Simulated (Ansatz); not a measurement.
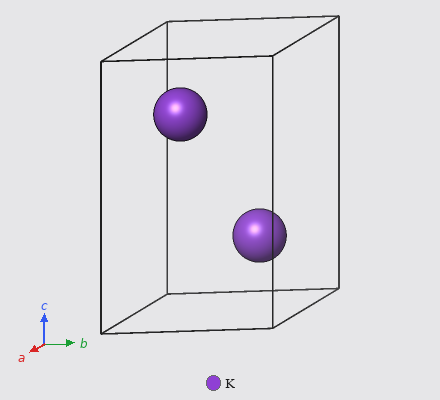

K (P6_3/mmc, No. 194): the geometry given to an electronic-structure calculation, possibly off equilibrium; the starting structure was generated, so it need not be a known form of this composition.

```cif
data_structure
_symmetry_space_group_name_H-M 'P6_3/mmc'
_symmetry_Int_Tables_number 194
_cell_length_a 4.7597
_cell_length_b 4.7597
_cell_length_c 7.7400
_cell_angle_alpha 90.000
_cell_angle_beta 90.000
_cell_angle_gamma 120.000
_cell_volume 151.86
loop_
_atom_site_label
_atom_site_type_symbol
_atom_site_symmetry_multiplicity
_atom_site_Wyckoff_symbol
_atom_site_fract_x
_atom_site_fract_y
_atom_site_fract_z
_atom_site_occupancy
K1 K 2 c 0.33333 0.66667 0.25000 1
```

Question: What will an integrated-DPC-like image along [101] show? Simulated as the projected potential of neutral atoms (B = 0.8 Å²) blurred by a 0.72 Å probe, the thin-sample limit of integrated differential phase contrast. A slight drift was added.

Answer: The columns repeat on a centred rectangular net of 4.05 × 8.24 Å (plane group c2mm). All columns are alike (K). The shortest distance between visible columns is 1.37 Å in projection. Along the beam the structure repeats every 9.09 Å.

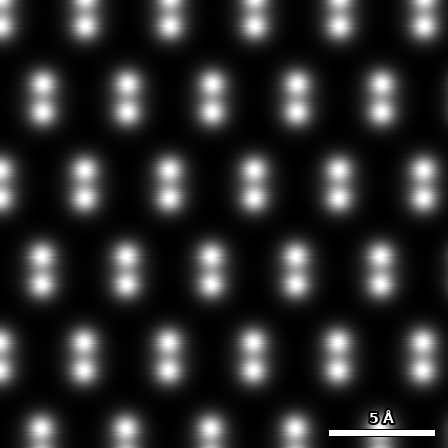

The simulated image.
